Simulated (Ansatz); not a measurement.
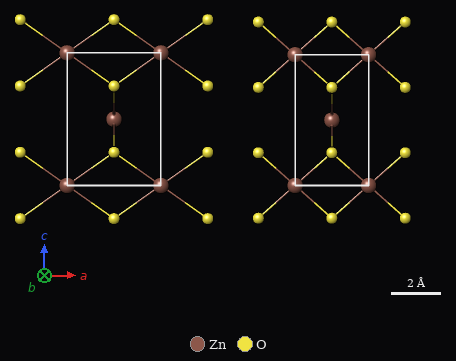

Two geometries of crystalline ZnO (a generated structure, set up in P4_2/mmc) (coarse preliminary run), drawn at one scale. One is the start of a relaxation, the other its converged end. The picture is a ball-and-stick view of the cell of the calculation, seen along the b axis.

The calculation used DFT PBE, scalar-relativistic, plane waves, PAW (Ansatz 0.2.0). (plane-wave cutoff 420 eV; k-point mesh 4 × 4 × 4; occupations gaussian; smearing width 0.1 eV; no spin polarisation; cell and atoms relaxed; force threshold 0.04 eV/Å; at most 70 steps)

Which geometry has the lower energy?

Answer. The right one is the relaxed one. After 7 accepted moves (9 points after the start) the energy has fallen by 841 meV per atom. All forces vanish by symmetry, so only the cell relaxes. The pressure goes from −17.58 to −0.01 GPa. At 2 points the geometry stayed and the basis and grid were re-selected for the new cell (energy shift of 4.9 meV per atom at most each time). The atoms keep their places relative to the cell (all moves are under 0.005 Å). The volume changes by −39.5 %, with a = b 3.873 → 3.033 Å (−21.7 %), c 5.477 → 5.400 Å (−1.4 %). Among the contacts that change: O–Zn 2.372 → 2.030 Å. Among the angles between lasting bonds that change: O–Zn–O 70.5° → 83.3°, O–Zn–O 109.5° → 96.7°, Zn–O–Zn 109.5° → 96.7°. The space group stays P4_2/mmc (No. 131). The run took 21 s on 1 thread of Arm Neoverse V2 (shared host), peak memory 0.34 GiB.

Limits of the set-up: the k-point mesh is coarse for a cell with partly filled bands.
